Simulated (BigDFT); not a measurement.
System: Al, space group Im-3m (No. 229).

Starting cell:
```yaml
crystal:
  lattice:
    - [3.18244, 0.00000, 0.00000]
    - [0.00000, 3.18244, 0.00000]
    - [0.00000, 0.00000, 3.18244]
  atoms:
    - { symbol: Al, position: [0.00000, 0.00000, 0.00000] }
    - { symbol: Al, position: [0.50000, 0.50000, 0.50000] }
```

Computed with BigDFT 1.9.6: DFT in wavelets with pseudopotentials, no spin polarisation; energies at scaled volumes of the given cell, shape and fractions fixed, counted from the fit's minimum, third-order Birch-Murnaghan fit. Level: PBE.

| setting | value |
| --- | --- |
| k mesh | 7×7×7 |
| occupations | Fermi–Dirac |
| smearing width | 0.05 eV |
| potentials | GTH PBE |
| program settings | supercell 0,1,1,1,0,1,1,1,0, grid points 14,14,14 |

What does the calculation give for the energy and pressure against volume? The volume takes the values 15.15, 15.47, 15.79, 16.12, 16.44, 16.76, 17.08 Å³/atom.

A third-order Birch–Murnaghan fit gives V0 = 17.04 Å³/atom, B0 = 59.8 GPa and B′ = 3.4. The energy falls from 46.28 meV/atom at volume 15.15 Å³/atom to 0.03 meV/atom at 17.08 Å³/atom. The pressure falls from 8.62 GPa at volume 15.15 Å³/atom to −0.18 GPa at 17.08 Å³/atom, and changes sign near 17.03 Å³/atom.

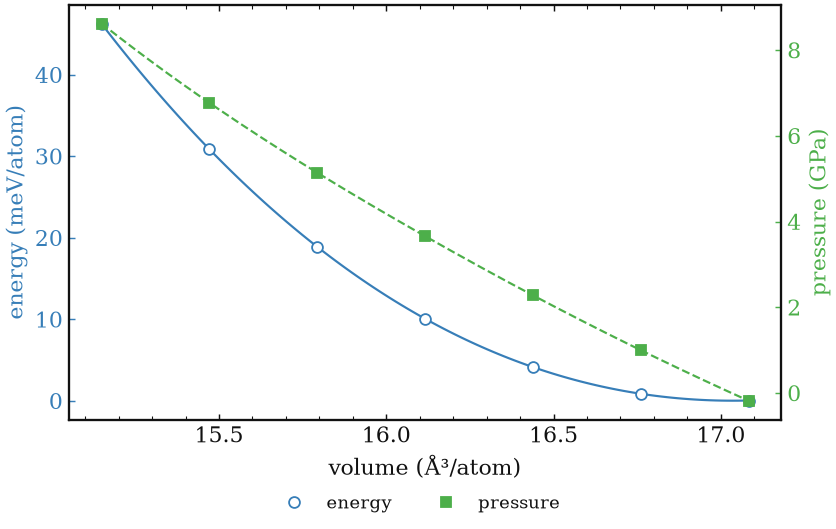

Note: the fit and the printed pressures don't fully agree, or the minimum lies near the end of the range.
